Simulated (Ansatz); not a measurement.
K: several calculations on one system

**1. A change**

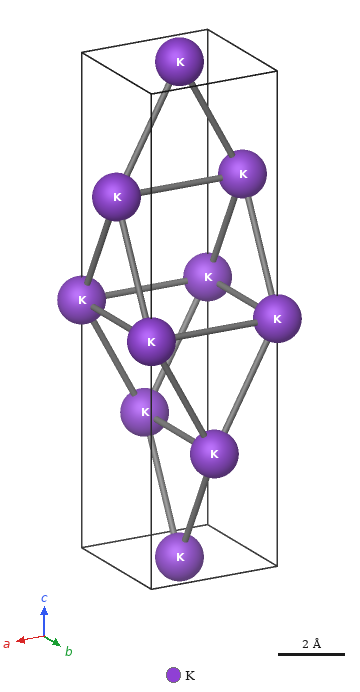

This is a symmetric starting cell of K. Style: ball-and-stick. Shown: the conventional cell (2 times the calculation's cell), from a free direction. Lengths and directions refer to the drawn axes.

These are results of Ansatz 0.2.0, DFT PBEsol, scalar-relativistic, plane waves, PAW, not measurements. (plane-wave cutoff 420 eV; k-point mesh 12 × 12 × 12; occupations gaussian; smearing width 0.1 eV; no spin polarisation)

Change: The cell is strained by +3.8 % along b, +1.4 % along a, +0.3 % along c (volume +5.6 %) and atoms are displaced by 0.25 Å relative to the cell. No relaxation follows. The starting cell wasn't computed here and needn't be at equilibrium, so pressure and forces aren't due to the change alone.

### What is the effect?

The pressure is −0.2 GPa (not all of it need come from the change, since the unchanged cell can be under pressure at this level too). The principal stresses (compression positive) are −0.2 GPa along b, −0.4 GPa along a, none along the third axis. The largest forces, 0.18 eV/Å, act on 2 K atoms of the calculation's cell. The forces point straight back along the displacements (cosine −1.00). Some distances before and after: K–K 4.589 → 4.214 to 5.060 Å, K–K 4.416 → 4.476 to 4.586 Å. The space group (tolerance 0.01 Å) goes from I4_1/amd (No. 141) to Imma (No. 74).

The changed structure in the same view:

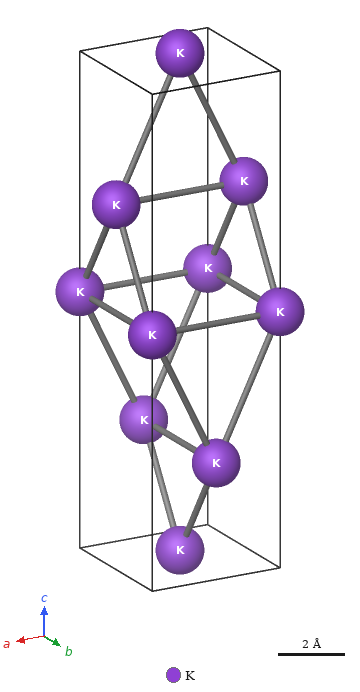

**2. A change**

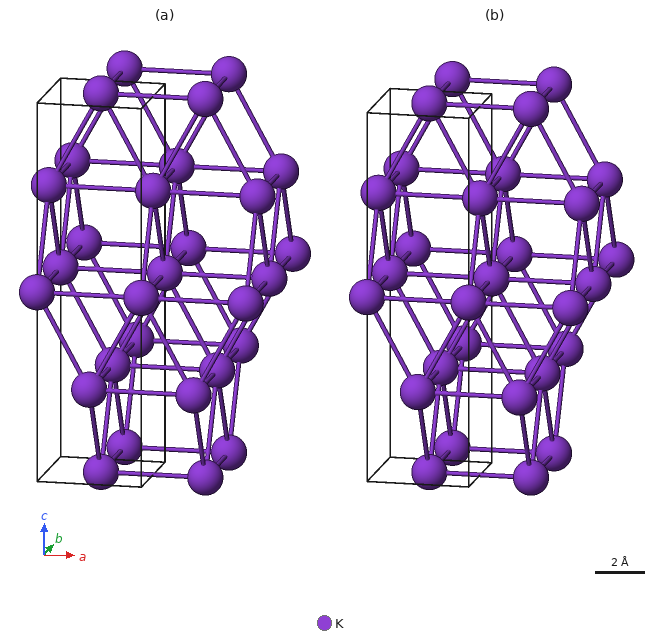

Left: a symmetric starting cell of K. Right: the same structure after one change, at the same scale. A ball-and-stick model of the conventional cell (2 times the calculation's cell), repeated 2 × 2 × 1 with one cell outlined, seen slightly off an axis. Lengths and directions refer to the drawn axes.

These are results of Ansatz, DFT r2SCAN, scalar-relativistic, plane waves, PAW, not measurements. Set-up: plane-wave cutoff 500 eV; k-point mesh 14 × 14 × 14; occupations gaussian; smearing width 0.1 eV; no spin polarisation.

Question: What distinguishes the right structure from the left one?

Answer: All lengths are scaled by −2.6 % (volume −7.5 %), the atoms keeping their fractional coordinates. No relaxation follows. The starting cell wasn't computed here and needn't be at equilibrium, so pressure and forces aren't due to the change alone.

Question: And its effect?

Answer: The pressure is 0.3 GPa (not all of it need come from the change, since the unchanged cell can be under pressure at this level too). All forces vanish by symmetry. Near-neighbour distances before and after: K–K 4.589 → 4.471 Å, K–K 4.416 → 4.303 Å. The space group stays I4_1/amd (No. 141).

**3. Distortion**

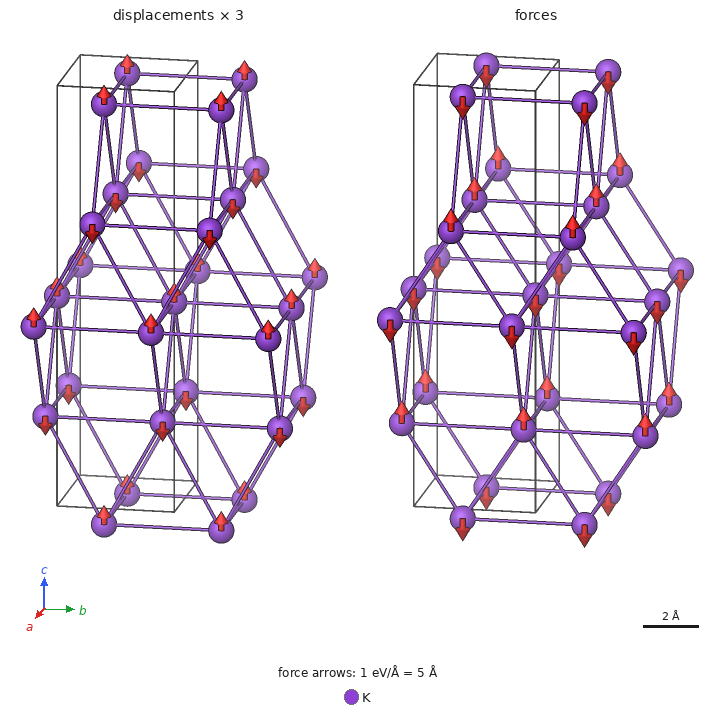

Left: a symmetric starting cell of K, with red arrows for the displacements applied to it (without the part that the change of the cell carries along). Right: the displaced structure with the computed forces. Besides, the cell is strained by +3.8 % along b, +1.4 % along a, +0.3 % along c (volume +5.6 %). A ball-and-stick model of the conventional cell (2 times the calculation's cell), repeated 2 × 2 × 1 with one cell outlined, seen slightly off an axis. Lengths and directions refer to the drawn axes.

These are results of DFT PBEsol, scalar-relativistic, plane waves, PAW in Ansatz, not measurements. Set-up: plane-wave cutoff 420 eV; k-point mesh 12 × 12 × 12; occupations gaussian; smearing width 0.1 eV; no spin polarisation.

Question: Where do the forces point?

Answer: Atoms are displaced by 0.25 Å relative to the cell. No relaxation follows. The starting cell wasn't computed here and needn't be at equilibrium, so pressure and forces aren't due to the change alone. Among the bonded contacts that change: K–K 4.589 → 4.214 to 5.060 Å, K–K 4.416 → 4.476 to 4.586 Å. The space group (tolerance 0.01 Å) goes from I4_1/amd (No. 141) to Imma (No. 74). The pressure is −0.2 GPa (not all of it need come from the change, since the unchanged cell can be under pressure at this level too). The principal stresses (compression positive) are −0.2 GPa along b, −0.4 GPa along a, none along the third axis. The largest forces, 0.18 eV/Å, act on 2 K atoms of the calculation's cell. The forces point straight back along the displacements (cosine −1.00).
